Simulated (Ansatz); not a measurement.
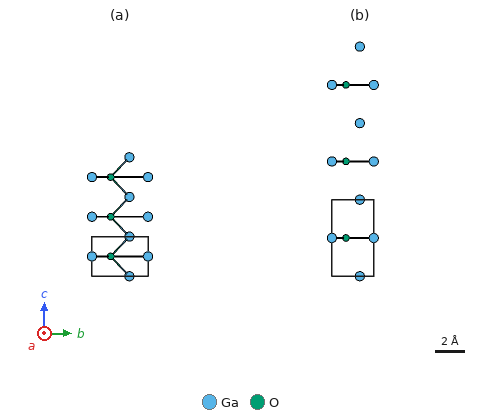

The structure of crystalline Ga2O (a generated structure, set up in P-6m2) (coarse preliminary run) before (left) and after (right) a relaxation, at one scale.

A ball-and-stick model of the cell of the calculation, repeated 1 × 1 × 3 with one cell outlined, seen along the a axis.

Computed with Ansatz 0.2.0, DFT PBE, scalar-relativistic, plane waves, PAW. Settings: plane-wave cutoff 420 eV; k-point mesh 6 × 6 × 6; occupations gaussian; smearing width 0.1 eV; no spin polarisation; cell and atoms relaxed; force threshold 0.04 eV/Å; at most 70 steps.

What changed between the two?

Answer. The energy falls by 1.729 eV per cell of the calculation in 24 accepted moves (29 points after the start). All forces vanish by symmetry, so only the cell relaxes. Pressure: −7.47 GPa at the start and 0.03 GPa at the end. At 5 points the geometry stayed and the basis and grid were re-selected for the new cell (energy shift of 98.5 meV per cell of the calculation at most each time). No atom moves by more than 0.005 Å relative to the cell. Cell: a = b 4.525 → 3.374 Å (−25.4 %), c 2.769 → 5.343 Å (+93.0 %). Volume +7.3 %. Some distances before and after: Ga–O 2.613 → 1.948 Å, Ga–O 2.957 → 3.306 Å. The space group stays P-6m2 (No. 187).

Limits of the set-up: the k-point mesh is coarse for a cell with partly filled bands.
